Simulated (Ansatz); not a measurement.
Run report: PtS₂, geometry relaxation (part 2 of 2)

PtS₂ (P-3m1, 3 atoms in the cell); DFT PBEsol, scalar-relativistic, plane waves, PAW, no spin polarisation (Ansatz 0.2.0); cutoff 420 eV, 12×12×8 k-mesh, Gaussian smearing of 0.02 eV. The structure derives from an entry of the Crystallography Open Database.

Geometry of the input (Å; fractional positions):
```
3.5432  0.0000  0.0000
-1.7716  3.0685  0.0000
0.0000  0.0000  5.0388
Pt 0.0000  0.0000  0.0000
S  0.3333  0.6667  0.2500
S  0.6667  0.3333  0.7500
```

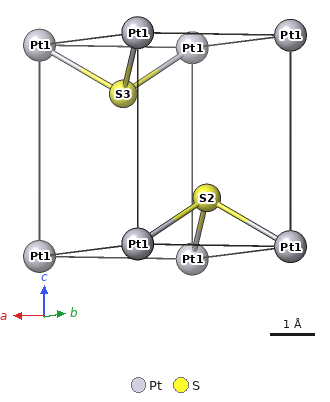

*The geometry at step 4 of the log (ball-and-stick view of the cell of the calculation, seen at an oblique angle; atoms are numbered from 1 in the order of the input).*

## What the program printed, continued
```
SCF iter   1: F=—  HF=-14154.882884 eV  |F-HF|=—  |Δ(HF+E_count)|=         —  Δρ=9.16e-5  dr2=5.82e-7  ethr=1.07e-7  ⟨swp⟩=3.0  Hψ=19584  notcnv=0
preconditioner: auto → Resta (q_TF=auto, 2.484 Å⁻¹)  ε∞=7.2  [insulator: Δε(μ)=0.239 eV  Ē_g=9.658 eV  σ=0.020 eV  W_gap=1.00  n_scr=20 (ndim 8)  ℏωp=24.0 eV  f_vac=0.005  D(μ)=0.00/eV (n_scr^D=0)  ε∞_Penn≈7.2]
SCF iter   2: F=—  HF=-14154.882936 eV  |F-HF|=—  |Δ(HF+E_count)|=   5.21e-5  Δρ=4.55e-5  dr2=1.30e-7  ethr=1.94e-9  ⟨swp⟩=2.8  Hψ=4404  notcnv=0
SCF iter   3: F=—  HF=-14154.882936 eV  |F-HF|=—  |Δ(HF+E_count)|=   5.95e-7  Δρ=3.64e-6  dr2=1.26e-9  ethr=4.32e-10  ⟨swp⟩=2.0  Hψ=4157  notcnv=0
iter 4 did not close the SCF: its close was put off for the readings that it lacked (scf_convergence_deferred on its scf_iter line)
SCF iter   4: F=-14154.882937 eV  HF=-14154.882937 eV  |F-HF|=5.46e-12  |Δ(HF+E_count)|=   3.45e-9  Δρ=3.77e-7  dr2=2.74e-11  ethr=4.20e-12  ⟨swp⟩=2.8  Hψ=4437  notcnv=0
iter 5 did not close the SCF: its close was put off for the readings that it lacked (scf_convergence_deferred on its scf_iter line)
SCF iter   5: F=-14154.882937 eV  HF=-14154.882937 eV  |F-HF|=1.82e-12  |Δ(HF+E_count)|=  1.09e-11  Δρ=5.97e-8  dr2=1.72e-12  ethr=1.00e-12  ⟨swp⟩=1.0  Hψ=2489  notcnv=0
iter 6 did not close the SCF: its close was put off for the readings that it lacked (scf_convergence_deferred on its scf_iter line)
SCF iter   6: F=-14154.882937 eV  HF=-14154.882937 eV  |F-HF|=7.28e-12  |Δ(HF+E_count)|=  1.82e-12  Δρ=1.15e-8  dr2=1.13e-13  ethr=1.00e-12  ⟨swp⟩=1.0  Hψ=2489  notcnv=0
iter 7 did not close the SCF: its close was put off for the readings that it lacked (scf_convergence_deferred on its scf_iter line)
SCF iter   7: F=-14154.882937 eV  HF=-14154.882937 eV  |F-HF|=0.00e0  |Δ(HF+E_count)|=    0.00e0  Δρ=3.12e-9  dr2=4.78e-15  ethr=1.00e-12  ⟨swp⟩=1.0  Hψ=2489  notcnv=0
SCF iter   8: F=-14154.882937 eV  HF=-14154.882937 eV  |F-HF|=1.82e-12  |Δ(HF+E_count)|=  1.82e-12  Δρ=7.35e-10  dr2=4.06e-16  ethr=1.00e-12  ⟨swp⟩=2.0  Hψ=7077  notcnv=0
SCF 8 converged in 8 iterations: F = -14154.882937 eV  dr2 = 4.06e-16
relax step   8: F+E_penalty+E_count = -14154.88293650 eV  Δ(F+E_penalty+E_count) = +3.285e-4 eV  max|allowed force component| = 2.986e-3 eV/Å  Δτ_max = 0.0000 Å  P = +0.030 GPa  Ω = 52.669 Å³  stress off target by 3.66e-2 GPa  SCF on the basis re-selected at this cell (its energy is not comparable with the rows above)  (8 SCF iters)
```

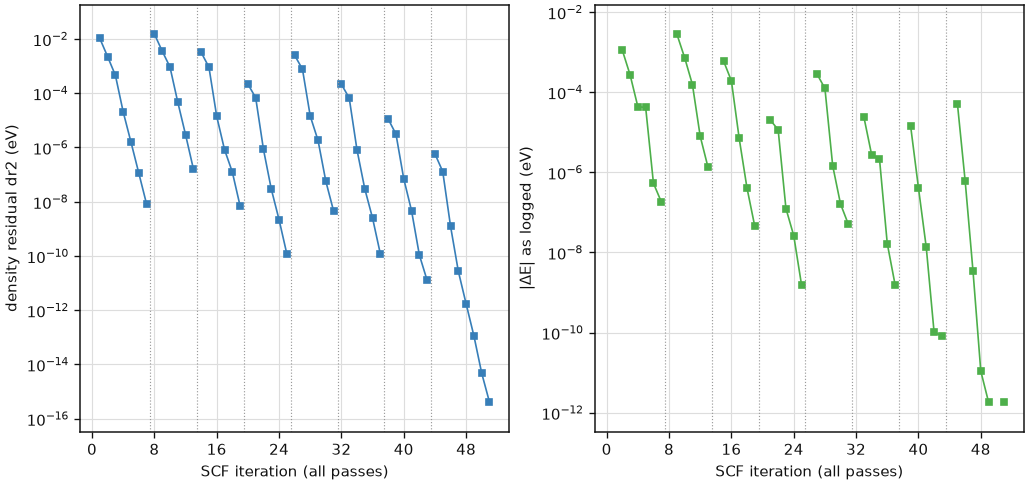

*Convergence of the self-consistent field: density residual dr2 and size of the energy change against the SCF iteration. The dotted lines part the SCF passes of the relaxation: geometry steps, rejected trials and re-solves on a re-selected basis.*

The 8 passes take 6 to 8 iterations each, 51 in all.

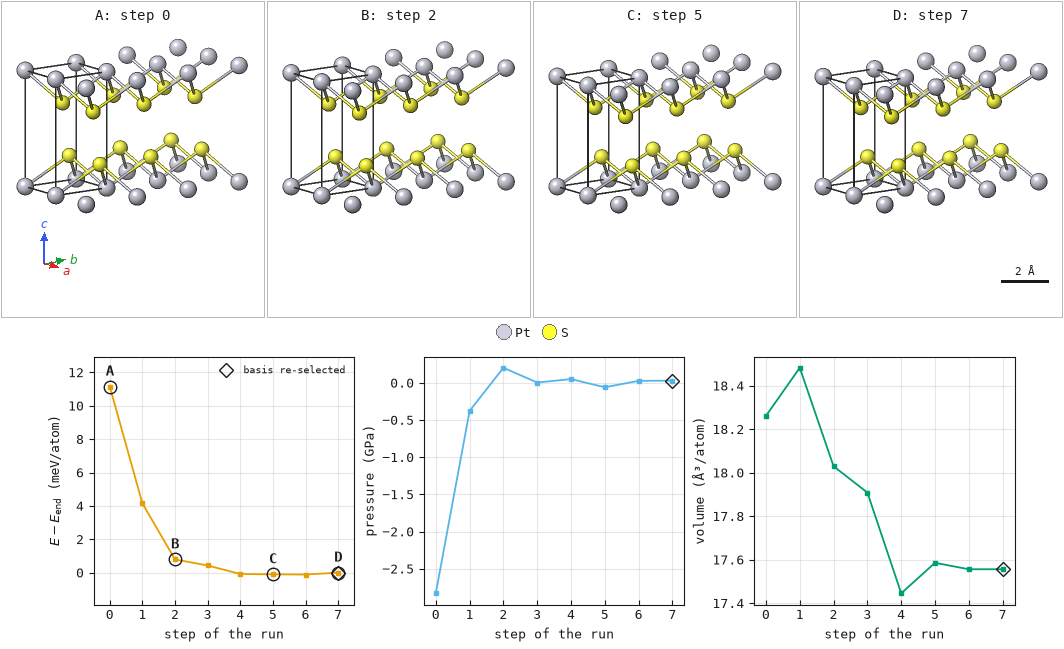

*Frames of the relaxation (ball-and-stick view of the cell of the calculation, repeated 2 × 3 × 1, seen slightly off an axis) above the curves, on which the letters mark them (the first geometry is step 0 here and step 1 in the log).*

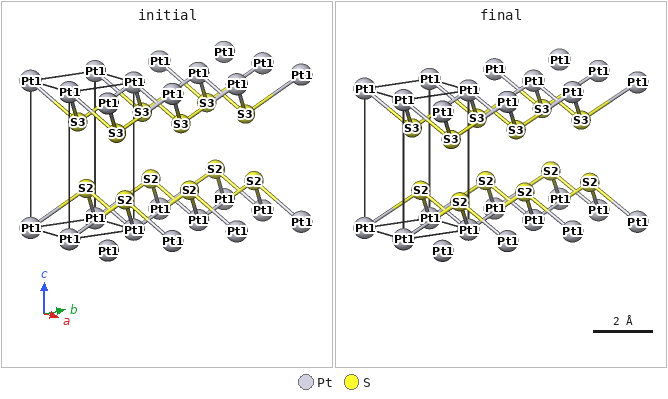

*Before (left) and after (right) the relaxation, at one scale (ball-and-stick view of the cell of the calculation, repeated 2 × 3 × 1, seen slightly off an axis).*

The energy falls by 11.3 meV per atom in 6 geometry steps. The largest force component goes from 0.57 to 0.003 eV/Å. The pressure goes from −2.83 to 0.03 GPa. The largest moves relative to the cell, 0.005 Å, are those of S2 and S3. Pt stays in place. The drawn cell changes as follows: a = b 3.543 → 3.571 Å (+0.8 %), c 5.039 → 4.768 Å (−5.4 %); the volume changes by −3.9 %. Distances before and after: Pt1–S2 2.402 → 2.384 Å. The space group stays P-3m1 (No. 164). A last SCF at the same geometry on a re-selected plane-wave basis shifts the energy by +0.1 meV per atom. (Atoms are counted from 1 in the order of the input.)

```
basis re-selected at this cell: Δ(F+E_penalty+E_count) = +3.285e-4 eV, ΔP = +0.002 GPa vs the last step (what re-selecting the basis moved, of the pressure what is left beyond the Pulay correction that the steps carried, after the strain that the cell walked since its last selection, with what the two solves' SCF thresholds leave and, on support functions, any second-order correction that the steps lacked; it is no measure of the basis error at this ecutwfc). The dense FFT grid was sized anew with the basis: this SCF ran on 24×24×32 points, the steps before it on 24×24×36, so part of this shift can come from that change (see relax.cell in the input reference). This SCF's stress stands 3.66e-2 GPa from its target on what of the cell is left free (relax.cell.stress_tol is 5.00e-2 GPa) and its largest allowed force component is 2.99e-3 eV/Å (relax.f_tol is 5.00e-3 eV/Å): within both
SCF converged after 8 iterations
Free energy (F): -14154.882937 eV
Harris-Foulkes:  -14154.882937 eV  (|F-HF|=1.82e-12)
Internal energy: -14154.882937 eV  (E = F + TS)
E sigma→0 (E₀):  -14154.882937 eV
Fermi energy:    12.073566 eV
--- Per-component energies (eV) ---
  E_band       = -299.973004
  E_kinetic    = 850.628401
  E_local      = -2870.839728  (includes V_loc(G=0)·N_el)
  E_nonlocal   = 258.855239
  E_hartree    = 1119.697823
  E_xc         = -452.833395
  E_vxc        = -477.545126  (∫ρ·V_xc dr)
  E_paw        = -10484.049192  (= ΣΔE_a)
  E_vpaw       = -300.467612  (= ΣTr[D̂ρ^β])
  E_aug_tail   = 0.000176  (compensation charges beyond the density's cutoff)
  E_ewald      = -2576.753140
  E_core_change = 0.410880  (= ΣΔE_core)
  E_smearing   = -0.000000  (= −TS)
  E_closure    = -0.000000  (closes the sum)
  Σ components = -14154.882937   (vs F -14154.882937, Δ=0.00e0)
--- Forces (eV/Å), atoms counted from 1 ---
  atom   1  Pt    -0.00000000     0.00000000     0.00000000
  atom   2  S     -0.00000000    -0.00000000     0.00298606
  atom   3  S      0.00000000     0.00000000    -0.00298606
  max |Σ_I F_I| component: 2.31e-18 eV/Å
--- Stress (GPa, compression-positive) ---
        0.036578      -0.000000      -0.000000
       -0.000000       0.036578      -0.000000
       -0.000000      -0.000000       0.016113
  P = ⅓ Tr σ = 0.0298 GPa (0.298 kbar)
--- Band table (eV; the first three rows and the last of 131) ---
  k-point 0: bands = ["-87.8966", "-42.0999", "-42.0999", "-41.9782", "-3.8934", "-0.5438", "4.4375", "4.8630", "4.8630", "7.7432", "7.7432", "9.5876", "10.4606", "10.4606", "11.9554", "13.4229", "13.4229", "15.6884", "16.9699"]
  k-point 1: bands = ["-87.8966", "-42.0999", "-42.0999", "-41.9782", "-3.8295", "-0.7255", "4.6798", "4.8703", "4.8703", "7.7355", "7.7355", "9.5455", "10.3926", "10.3926", "11.6910", "13.5497", "13.5497", "15.8260", "17.2727"]
  k-point 2: bands = ["-87.8966", "-42.0999", "-42.0999", "-41.9783", "-3.6510", "-1.1551", "4.8879", "4.8879", "5.2807", "7.7179", "7.7179", "9.3806", "10.2402", "10.2402", "11.1346", "13.8591", "13.8591", "16.2378", "17.9259"]
  k-point 130: bands = ["-87.8962", "-42.1144", "-42.1144", "-41.9754", "-1.5821", "-1.5821", "5.0482", "5.0482", "5.4026", "7.2826", "7.2826", "7.5393", "8.1845", "9.5333", "9.5333", "13.9431", "13.9431", "18.6810", "19.3440"]
--- Relaxed structure (7 steps of the walk, 7 accepted, 1 SCFs on fresh bases) ---
  F+E_penalty+E_count = -14154.88293650 eV   max|allowed force component| = 2.986e-3 eV/Å   (the final SCF, on the basis selected at the relaxed cell)
  cell:  # Å, volume = 52.6685 Å³
    - [3.5713268724150375, 5.819337755722237e-11, 5.195229747523814e-18]
    - [-1.7856634362579158, 3.0928597967003526, 9.777676697461782e-29]
    - [7.388159721286435e-18, 4.265556004221709e-18, 4.768275808693945]
  atoms:
    - { symbol: Pt, position: [-7.676718865335725e-35, -4.453992949508389e-35, -9.180616783562787e-19] }
    - { symbol: S, position: [0.3333333333333333, 0.6666666666666666, 0.25094620447757227] }
    - { symbol: S, position: [0.6666666666666666, 0.33333333333333337, 0.7490537955224277] }
```

## Trajectory as extended XYZ (Å, eV, eV/Å), 8 frames, from step=1 to step=8
```
3
Lattice="3.5432 0.0000 0.0000 -1.7716 3.0685 0.0000 0.0000 0.0000 5.0388" Properties=species:S:1:pos:R:3:forces:R:3 step=1 energy=-14154.84948 pressure_GPa=-2.83
Pt    0.0000    0.0000    0.0000    0.0000   0.0000   0.0000
S     0.0000    2.0457    1.2597    0.0000   0.0000  -0.5672
S     1.7716    1.0228    3.7791    0.0000   0.0000   0.5672
3
Lattice="3.5881 0.0000 0.0000 -1.7940 3.1074 0.0000 0.0000 0.0000 4.9731" Properties=species:S:1:pos:R:3:forces:R:3 step=2 energy=-14154.87048 pressure_GPa=-0.38
Pt    0.0000    0.0000    0.0000    0.0000   0.0000   0.0000
S     0.0000    2.0716    1.1735    0.0000   0.0000   0.2020
S     1.7940    1.0358    3.7996    0.0000   0.0000  -0.2020
3
Lattice="3.5601 0.0000 0.0000 -1.7800 3.0831 0.0000 0.0000 0.0000 4.9278" Properties=species:S:1:pos:R:3:forces:R:3 step=3 energy=-14154.88056 pressure_GPa=0.20
Pt    0.0000    0.0000    0.0000    0.0000   0.0000   0.0000
S     0.0000    2.0554    1.2016    0.0000   0.0000   0.0330
S     1.7800    1.0277    3.7262    0.0000   0.0000  -0.0330
3
Lattice="3.5625 0.0000 0.0000 -1.7813 3.0852 0.0000 0.0000 0.0000 4.8881" Properties=species:S:1:pos:R:3:forces:R:3 step=4 energy=-14154.88164 pressure_GPa=0.00
Pt    0.0000    0.0000    0.0000    0.0000   0.0000   0.0000
S     0.0000    2.0568    1.2027    0.0000   0.0000  -0.0012
S     1.7813    1.0284    3.6854    0.0000   0.0000   0.0012
3
Lattice="3.5715 0.0000 0.0000 -1.7857 3.0930 0.0000 0.0000 0.0000 4.7378" Properties=species:S:1:pos:R:3:forces:R:3 step=5 energy=-14154.88317 pressure_GPa=0.05
Pt    0.0000    0.0000    0.0000    0.0000   0.0000   0.0000
S     0.0000    2.0620    1.1976    0.0000   0.0000  -0.0164
S     1.7857    1.0310    3.5402    0.0000   0.0000   0.0164
3
Lattice="3.5712 0.0000 0.0000 -1.7856 3.0928 0.0000 0.0000 0.0000 4.7766" Properties=species:S:1:pos:R:3:forces:R:3 step=6 energy=-14154.88324 pressure_GPa=-0.06
Pt    0.0000    0.0000    0.0000    0.0000   0.0000   0.0000
S     0.0000    2.0618    1.1975    0.0000   0.0000  -0.0060
S     1.7856    1.0309    3.5792    0.0000   0.0000   0.0060
3
Lattice="3.5713 0.0000 0.0000 -1.7857 3.0929 0.0000 0.0000 0.0000 4.7683" Properties=species:S:1:pos:R:3:forces:R:3 step=7 energy=-14154.88327 pressure_GPa=0.03
Pt    0.0000    0.0000    0.0000    0.0000   0.0000   0.0000
S     0.0000    2.0619    1.1966    0.0000   0.0000   0.0030
S     1.7857    1.0310    3.5717    0.0000   0.0000  -0.0030
3
Lattice="3.5713 0.0000 0.0000 -1.7857 3.0929 0.0000 0.0000 0.0000 4.7683" Properties=species:S:1:pos:R:3:forces:R:3 step=8 energy=-14154.88294 pressure_GPa=0.03
Pt    0.0000    0.0000    0.0000    0.0000   0.0000   0.0000
S     0.0000    2.0619    1.1966    0.0000   0.0000   0.0030
S     1.7857    1.0310    3.5717    0.0000   0.0000  -0.0030
```

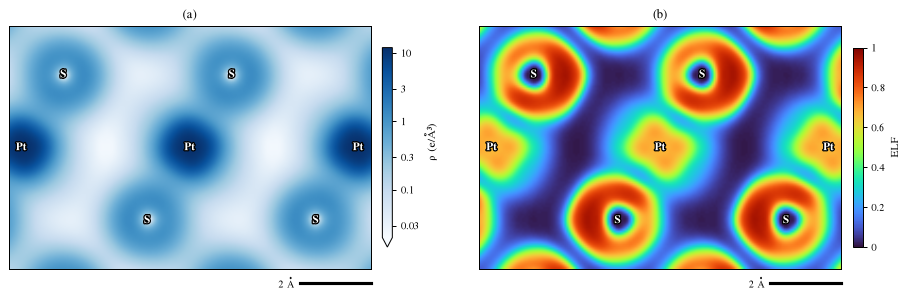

*(a) valence pseudo-density; (b) ELF on the (110) plane of the conventional cell.*

Atoms in the plane: Pt and S. Pt–S (2.38 Å): the density is about 0.68 e/Å³ at the midpoint; the ELF is about 0.45 at the midpoint. Away from the nuclei the density in this plane falls to 0.02 e/Å³ at its lowest. The strong features right at Pt lie inside the PAW spheres (semicore, d or f shells) and say nothing about bonding. The fields are those of the smooth PAW valence density.

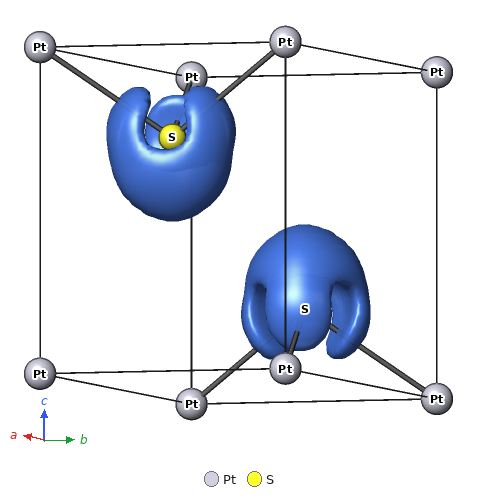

*Isosurface of the ELF at 0.8 (blue), seen at an oblique angle. Core shells and regions of very low density are left out. Sticks mark near contacts. The outline is the cell set on symmetry axes.*

Along the contacts the grid gives the following. Pt–S (2.38 Å): the ELF is about 0.45 at the midpoint.

## Summary

```csv
quantity,value
outcome,converged
space group (tolerance 0.01 Å),P-3m1 (164)
electrons treated,30
free energy,−14154.8829 eV
Fermi energy,12.074 eV
gap on the k-point mesh,0.24 eV
pressure,0.03 GPa
final volume,52.67 Å³
largest force (length of the vector) at the end,0.003 eV/Å
final cell,"a = 3.571 Å, b = 3.571 Å, c = 4.768 Å, α = 90.00°, β = 90.00°, γ = 120.00°"
hardware,"2 threads of Intel Xeon @ 2.90GHz (Ice Lake), 16 GiB of memory available, shared host"
wall time,23 s (CPU time 44 s)
peak memory,0.49 GiB
```

## Notes

Spin–orbit coupling is left out, which matters for Pt.
